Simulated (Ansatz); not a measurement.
```yaml
crystal:
  lattice:
    - [5.16758, 0.00000, 0.00000]
    - [0.00000, 5.40139, 0.00000]
    - [0.00000, 0.00000, 7.66409]
  atoms:
    - { symbol: Sc, position: [0.00000, 0.50000, 0.00000] }
    - { symbol: Sc, position: [0.50000, 0.00000, 0.50000] }
    - { symbol: Al, position: [0.00000, 0.00000, 0.67284] }
    - { symbol: Al, position: [0.50000, 0.50000, 0.17284] }
    - { symbol: Al, position: [0.00000, 0.00000, 0.32716] }
    - { symbol: Al, position: [0.50000, 0.50000, 0.82716] }
    - { symbol: Al, position: [0.00000, 0.00000, 0.00000] }
    - { symbol: Al, position: [0.50000, 0.50000, 0.50000] }
```

Space group Immm; a structure generated by program, which may or may not match a known phase.

Method: DFT PBE, scalar-relativistic, plane waves, PAW in Ansatz.

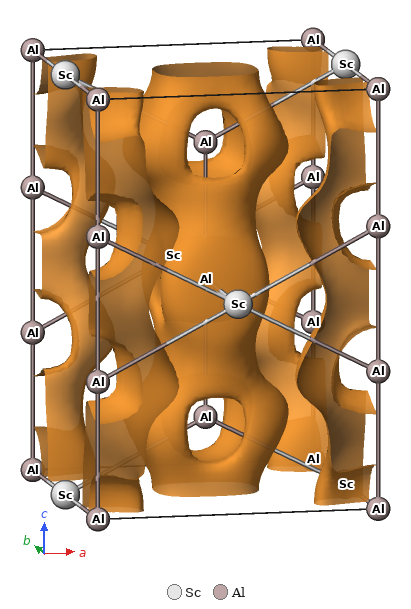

ScAl3. Isosurface of the electron localisation function at 0.65 (orange), seen slightly off an axis. Core shells and regions of very low density are left out. Sticks mark near contacts.

In a PAW calculation such maps are meaningful between the atoms, not at the nuclei.

Identify the bonds, lone pairs and shells in this picture.

At this value the surface marks out channels that run through the cell in one direction, counted in one cell of 8 atoms. Any copies at cell faces, edges or corners count once. Profiles from the grid: Al–Al (2.51 Å): the ELF peaks at about 0.85 between the atoms. Sc–Al (2.70 Å): the ELF peaks at about 0.85 in the valence shell of Al, 1.0 Å from its nucleus, and is about 0.55 at the midpoint.

Does the calculation give a band gap?

It is gapless in this calculation (a metal or semimetal).
